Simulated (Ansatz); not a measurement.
Input file:

```
crystal:
  lattice:
    - [1.8999513061, -1.8999513061, 0.0]
    - [1.8999513061, 0.0, -1.8999513061]
    - [11.0639068395, 11.0639068395, 11.0639068395]
  atoms:
    - { symbol: Rh, position: [0.6666666667, 0.6666666667, 0.0572302757] }
    - { symbol: Rh, position: [0.0, 0.0, 0.629647516] }
    - { symbol: Rh, position: [0.3333333333, 0.3333333333, 0.1717137238] }
    - { symbol: Rh, position: [0.6666666667, 0.6666666667, 0.4006806199] }
    - { symbol: Rh, position: [0.0, 0.0, 0.2861971718] }
    - { symbol: Rh, position: [0.3333333333, 0.3333333333, 0.515164068] }
basis:
  ecutwfc: 500
kpoints:
  mp_grid: { grid: [25, 25, 5] }
hamiltonian:
  xc: r2scan
scf:
  occupations: { method: gaussian, width: 0.15 }
output:
  forces: true
  stress: true
  eigenvalues: true
  write_density: true
  write_potential: true
  elf: true
  volumetric_format: npy
```

Command:

```sh
ansatz run input.yaml --threads 2 --pin off --max-ram 5120MiB --backend cpu --events-out ev --progress --plain --runs-dir out
```

Below, planes, directions and counts refer to the conventional cell (a = 2.69 Å, b = 2.69 Å, c = 19.16 Å, α = 90.00°, β = 90.00°, γ = 120.00°).

Space group P-3m1; not relaxed (largest force 0.3 eV/Å); computed pressure about −3 GPa in this cell; computed without spin polarisation.

Computed with DFT r2SCAN, scalar-relativistic, plane waves, PAW in Ansatz.

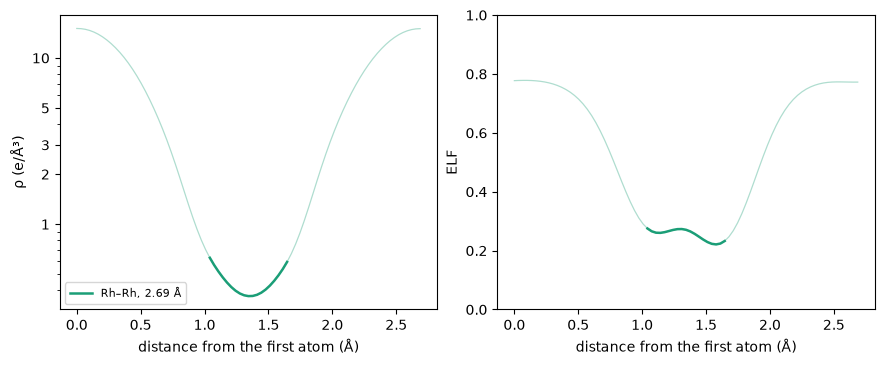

Rh. Valence pseudo-density and electron localisation function along straight lines between neighbouring atoms. Thin, pale parts lie inside the atomic spheres.

The density is the valence pseudo-density of a PAW calculation; it isn't the true density close to the nuclei.

Q: What can be read from the curves?

A: Rh–Rh (2.69 Å): ρ at the midpoint is about 0.37 e/Å³; the ELF is about 0.25 at the midpoint (no shared electron pair shows on this line).
